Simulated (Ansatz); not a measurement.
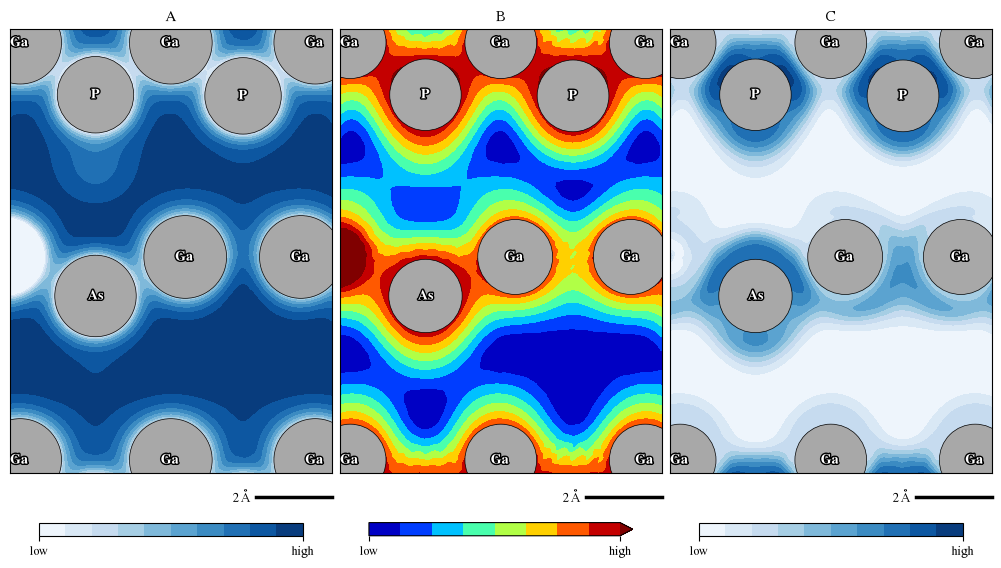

Ga8AsP6 (cell with a defect): 3 fields on the (101̄) plane of the calculation cell, with unlabelled colour scales. Grey discs cover the atomic cores.

Computed without spin polarisation.

Method: DFT PBE, scalar-relativistic, plane waves, PAW (Ansatz).

> The panels show electron localisation function, electrostatic potential energy of an electron and valence pseudo-density in some order. Assign them.

Panel A: electrostatic potential energy of an electron (low next to the atoms, rising into the space between them). Panel B: valence pseudo-density. Panel C: electron localisation function. From the grid: Ga–P (2.37 Å): ρ is about 0.55 e/Å³ halfway; the ELF peaks at about 0.90 in the valence shell of P, 0.9 Å from its nucleus, and is about 0.80 at the midpoint.
